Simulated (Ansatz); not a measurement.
Given this structure, coordinates from a relaxation with DFT, revPBE, plane waves (420 eV) with PAW, scalar-relativistic (Ansatz 0.2.0); the starting structure was generated, so it need not be a known form of this composition, written in its standard cell:

```
Hg
1.0
     8.71477    0.00000    0.00000
    -4.35739    7.54721    0.00000
     0.00000    0.00000    5.33319
Hg
3
Direct
  0.00000 0.00000 0.00000
  0.33333 0.66667 0.50000
  0.66667 0.33333 0.50000
```

What does the kinematic electron diffraction pattern along [001] look like at 100 kV (B = 1 Å²)?

The spots form a hexagonal net with both shortest vectors at d = 4.36 Å, 60.0° apart. They are 2 -1 0 and 1 1 0. The pattern has symmetry 6mm. Reflections such as 1 -1 0, 1 0 0, 0 1 0 are allowed but too weak to see at this display level.

Strongest reflections with d > 1.34 Å, one of each family (|F|² from tabulated Gaussian fits of the electron scattering factors, times a small damping for the curvature of the Ewald sphere):

| hkl | d (Å) | I (strongest = 100) |
| --- | --- | --- |
| 2 -1 0 | 4.357 | 100 |
| 3 0 0 | 2.516 | 58 |
| 4 -2 0 | 2.179 | 46 |
| 5 -1 0 | 1.647 | 28 |
| 6 -3 0 | 1.452 | 21 |

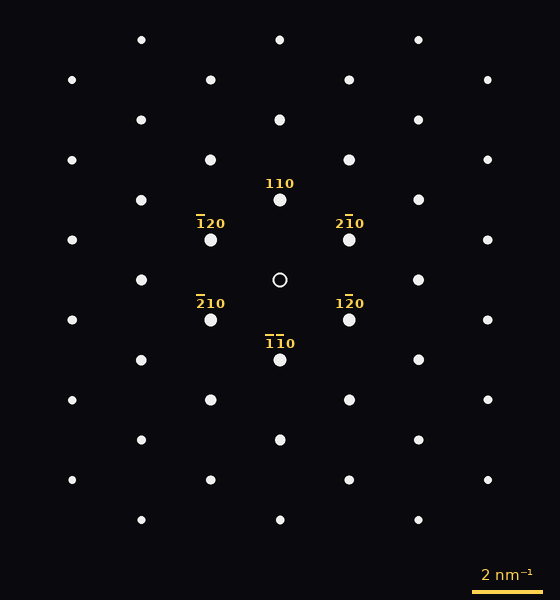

Calculated pattern, seen from the source side with [001] pointing towards the source.
